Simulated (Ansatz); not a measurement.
## Geometry relaxation of GaAs (part 2 of 2)

Continued. System: GaAs (2 atoms in the cell). Method: DFT LDA, scalar-relativistic, plane waves, PAW, no spin polarisation (Ansatz 0.2.0); cutoff 420 eV, 12×12×12 k-mesh, Gaussian smearing of 0.1 eV. The structure derives from a Materials Project entry.

Geometry of the input (Å; fractional positions):
```
0.0000  2.8751  2.8751
2.8751  0.0000  2.8751
2.8751  2.8751  0.0000
Ga 0.0000  0.0000  0.0000
As 0.7500  0.7500  0.7500
```

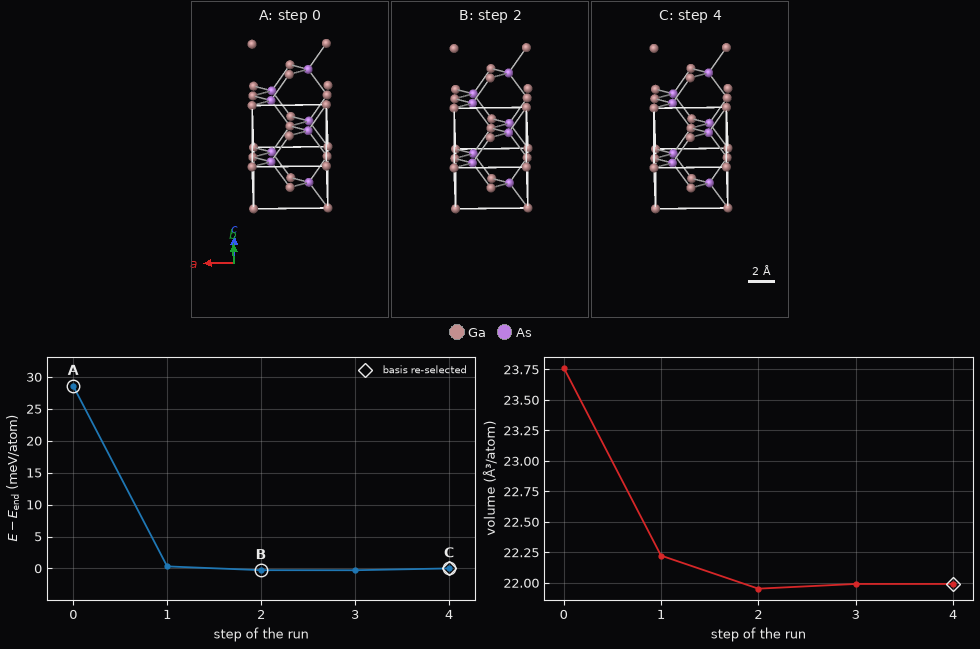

Frames of the relaxation (ball-and-stick view of the cell 4 times as large as that of the calculation, set on its symmetry axes, repeated 1 × 1 × 2, seen at an oblique angle) above the curves, on which the letters mark them (the first geometry is step 0 here and step 1 in the log).

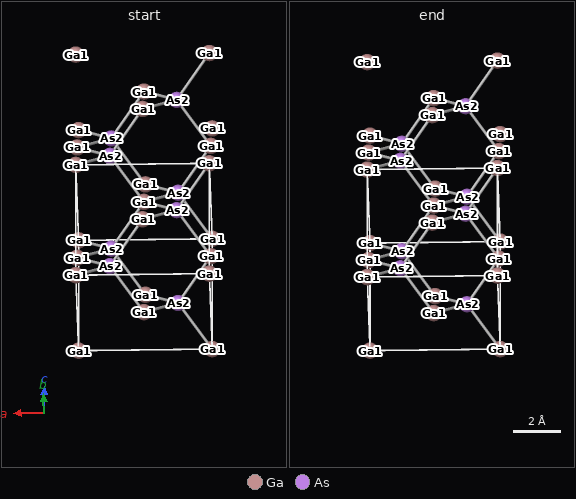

Before (left) and after (right) the relaxation, at one scale (ball-and-stick view of the cell 4 times as large as that of the calculation, set on its symmetry axes, repeated 1 × 1 × 2, seen at an oblique angle). Over 3 geometry steps the energy falls by 28.9 meV per atom. All forces vanish by symmetry, so only the cell relaxes. The pressure goes from −4.78 to −0.01 GPa. The atoms keep their places relative to the cell (all moves are under 0.005 Å). Cell: a = b = c 5.750 → 5.603 Å (−2.6 %). Volume −7.5 %. Among the contacts that change: Ga1–As2 2.490 → 2.426 Å. The space group stays F-43m (No. 216). A last SCF at the same geometry on a re-selected plane-wave basis shifts the energy by +0.3 meV per atom. (Atoms are counted from 1 in the order of the input.)

```
basis re-selected at this cell: Δ(F+E_penalty+E_count) = +5.684e-4 eV, ΔP = -0.003 GPa vs the last step (what re-selecting the basis moved, of the pressure what is left beyond the Pulay correction that the steps carried, after the strain that the cell walked since its last selection, with what the two solves' SCF thresholds leave and, on support functions, any second-order correction that the steps lacked; it is no measure of the basis error at this ecutwfc). The dense FFT grid was sized anew with the basis: this SCF ran on 27×27×27 points, the steps before it on 30×30×30, so part of this shift can come from that change (see relax.cell in the input reference). This SCF's stress stands 5.66e-3 GPa from its target on what of the cell is left free (relax.cell.stress_tol is 5.00e-2 GPa) and its largest allowed force component is 2.57e-17 eV/Å (relax.f_tol is 5.00e-3 eV/Å): within both
SCF converged after 6 iterations
Free energy (F): -8481.297563 eV
Harris-Foulkes:  -8481.297563 eV  (|F-HF|=1.82e-12)
Internal energy: -8481.297563 eV  (E = F + TS)
E sigma→0 (E₀):  -8481.297563 eV
Entropy (-TS):   -0.000000 eV (-0.000 meV/atom)
Fermi energy:    8.491611 eV
--- Per-component energies (eV) ---
  E_band       = -315.035914
  E_kinetic    = 220.937662
  E_local      = -3887.743093  (includes V_loc(G=0)·N_el)
  E_nonlocal   = -238.592239
  E_hartree    = 1958.217719
  E_xc         = -148.328585
  E_vxc        = -138.914596  (∫ρ·V_xc dr)
  E_paw        = -3666.630249  (= ΣΔE_a)
  E_vpaw       = -187.158934  (= ΣTr[D̂ρ^β])
  E_aug_tail   = -0.000107  (compensation charges beyond the density's cutoff)
  E_ewald      = -2722.962382
  E_core_change = 3.803710  (= ΣΔE_core)
  E_smearing   = -0.000000  (= −TS)
  E_closure    = 0.000000  (closes the sum)
  Σ components = -8481.297563   (vs F -8481.297563, Δ=0.00e0)
--- Forces (eV/Å), atoms counted from 1 ---
  atom   1  Ga    -0.00000000    -0.00000000     0.00000000
  atom   2  As     0.00000000     0.00000000    -0.00000000
  max |Σ_I F_I| component: 4.58e-17 eV/Å
--- Stress (GPa, compression-positive) ---
       -0.005659      -0.000000      -0.000000
       -0.000000      -0.005659       0.000000
       -0.000000       0.000000      -0.005659
  P = ⅓ Tr σ = -0.0057 GPa (-0.057 kbar)
--- Band table (eV; the first three rows and the last of 72) ---
  k-point 0: bands = ["-27.0886", "-27.0886", "-27.0886", "-27.0775", "-27.0775", "-6.7099", "-6.7099", "-6.7099", "-6.6250", "-6.6250", "-4.7399", "8.2379", "8.2379", "8.2379", "8.7242", "11.9334", "11.9334", "11.9334"]
  k-point 1: bands = ["-27.0886", "-27.0885", "-27.0885", "-27.0775", "-27.0775", "-6.7170", "-6.7081", "-6.7081", "-6.6252", "-6.6252", "-4.6549", "6.9846", "8.1186", "8.1186", "9.5834", "12.0872", "12.1085", "12.1085"]
  k-point 2: bands = ["-27.0885", "-27.0883", "-27.0883", "-27.0775", "-27.0775", "-6.7353", "-6.7034", "-6.7034", "-6.6253", "-6.6253", "-4.4074", "5.4494", "7.8399", "7.8399", "9.8334", "12.4977", "12.4977", "12.8979"]
  k-point 71: bands = ["-27.0883", "-27.0879", "-27.0866", "-27.0777", "-27.0768", "-6.8182", "-6.6758", "-6.6621", "-6.6368", "-6.6214", "-2.0660", "1.4370", "4.5555", "4.7462", "12.8914", "12.8993", "13.6262", "14.2068"]
--- Relaxed structure (4 steps of the walk, 4 accepted, 1 SCFs on fresh bases) ---
  F+E_penalty+E_count = -8481.29756328 eV   max|allowed force component| = 2.570e-17 eV/Å   (the final SCF, on the basis selected at the relaxed cell)
  cell:  # Å, volume = 43.9836 Å³
    - [-7.897826650988163e-34, 2.801690796002721, 2.801690796002721]
    - [2.801690796002721, 6.483860911859638e-33, 2.801690796002721]
    - [2.801690796002721, 2.801690796002721, 7.197212996465021e-33]
  atoms:
    - { symbol: Ga, position: [8.661176948750663e-34, -7.764531439856838e-34, -9.093799684559356e-34] }
    - { symbol: As, position: [0.7500000000000001, 0.7500000000000001, 0.7500000000000001] }
```

## Trajectory as extended XYZ (Å, eV, eV/Å), 5 frames, from step=1 to step=5
```
2
Lattice="0.0000 2.8751 2.8751 2.8751 0.0000 2.8751 2.8751 2.8751 0.0000" Properties=species:S:1:pos:R:3:forces:R:3 step=1 energy=-8481.24037 pressure_GPa=-4.78
Ga    0.0000    0.0000    0.0000    0.0000   0.0000   0.0000
As    4.3126    4.3126    4.3126    0.0000   0.0000   0.0000
2
Lattice="0.0000 2.8115 2.8115 2.8115 0.0000 2.8115 2.8115 2.8115 0.0000" Properties=species:S:1:pos:R:3:forces:R:3 step=2 energy=-8481.29692 pressure_GPa=-0.77
Ga    0.0000    0.0000    0.0000    0.0000   0.0000   0.0000
As    4.2173    4.2173    4.2173    0.0000   0.0000   0.0000
2
Lattice="0.0000 2.8001 2.8001 2.8001 0.0000 2.8001 2.8001 2.8001 0.0000" Properties=species:S:1:pos:R:3:forces:R:3 step=3 energy=-8481.29811 pressure_GPa=0.13
Ga    0.0000    0.0000    0.0000    0.0000   0.0000   0.0000
As    4.2001    4.2001    4.2001    0.0000   0.0000   0.0000
2
Lattice="0.0000 2.8017 2.8017 2.8017 0.0000 2.8017 2.8017 2.8017 0.0000" Properties=species:S:1:pos:R:3:forces:R:3 step=4 energy=-8481.29813 pressure_GPa=-0.00
Ga    0.0000    0.0000    0.0000    0.0000   0.0000   0.0000
As    4.2025    4.2025    4.2025    0.0000   0.0000   0.0000
2
Lattice="0.0000 2.8017 2.8017 2.8017 0.0000 2.8017 2.8017 2.8017 0.0000" Properties=species:S:1:pos:R:3:forces:R:3 step=5 energy=-8481.29756 pressure_GPa=-0.01
Ga    0.0000    0.0000    0.0000    0.0000   0.0000   0.0000
As    4.2025    4.2025    4.2025    0.0000   0.0000   0.0000
```

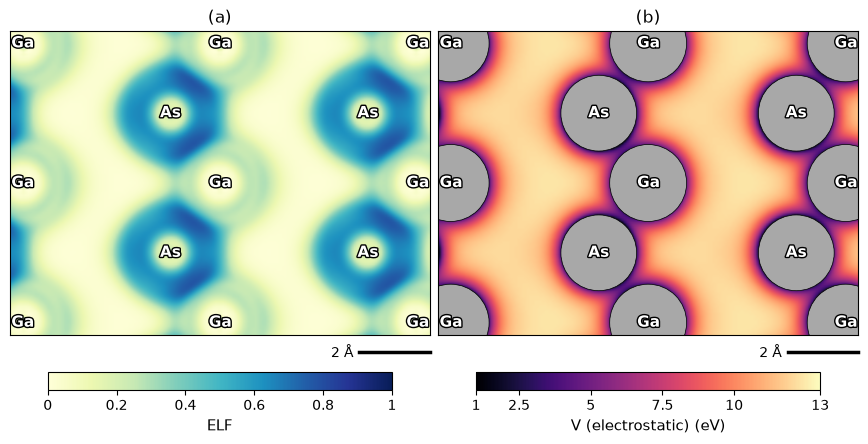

(a) ELF; (b) electrostatic potential energy of an electron on the (101) plane of the conventional cell. Grey discs, where drawn, cover atomic cores. Atoms in the plane: Ga and As. Ga–As (2.43 Å): the ELF peaks at about 0.75 between the atoms (localised, shared-pair bonding). The strong features right at Ga lie inside the PAW spheres (semicore, d or f shells) and say nothing about bonding. Outside the cores the potential energy rises away from the atoms and is highest about 2.4 Å from the nearest atoms; outside the discs it spans about 11 eV, and its zero is arbitrary. The fields are those of the smooth PAW valence density.

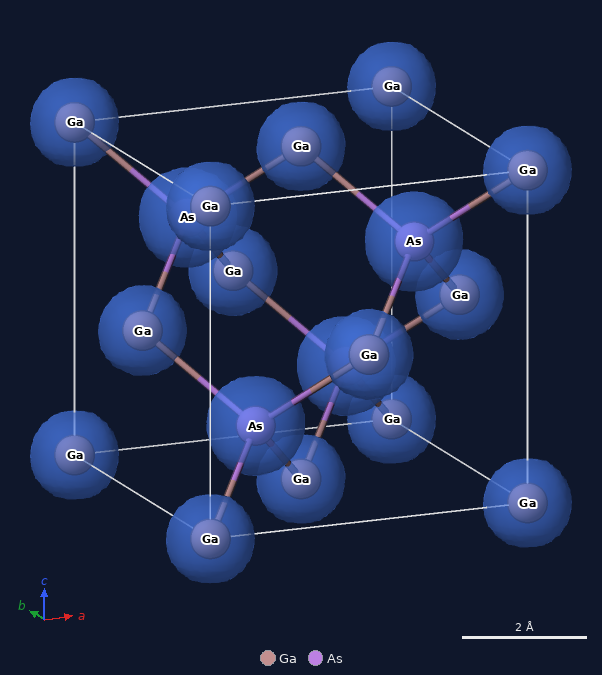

Isosurface of the valence pseudo-density at 1 e/Å³ (blue), seen slightly off an axis. Sticks mark near contacts. The outline is the cell set on symmetry axes. At this value the density breaks into separate islands; it holds about 70 % of the electrons treated as valence (semicore included). It is pinched off along the Ga–As (2.43 Å) contacts. On the grid the lowest density along these lines, outside the cores, is 0.49 e/Å³ (Ga–As, 2.43 Å).

## Results in brief

| quantity | value |
| --- | --- |
| outcome | converged |
| space group (tolerance 0.01 Å) | F-43m (216) |
| electrons treated | 28 |
| free energy | −8481.2976 eV |
| Fermi energy | 8.492 eV |
| gap on the k-point mesh | 0.49 eV |
| pressure | −0.01 GPa |
| final volume | 43.98 Å³ |
| largest force (length of the vector) at the end | under 0.001 eV/Å |
| final cell | a = 3.962 Å, b = 3.962 Å, c = 3.962 Å, α = 60.00°, β = 60.00°, γ = 60.00° |
| hardware | 4 threads of Intel Xeon @ 2.70GHz, 189 GiB of memory available, shared host |
| wall time | 19 s (CPU time 68 s) |
| peak memory | 0.47 GiB |
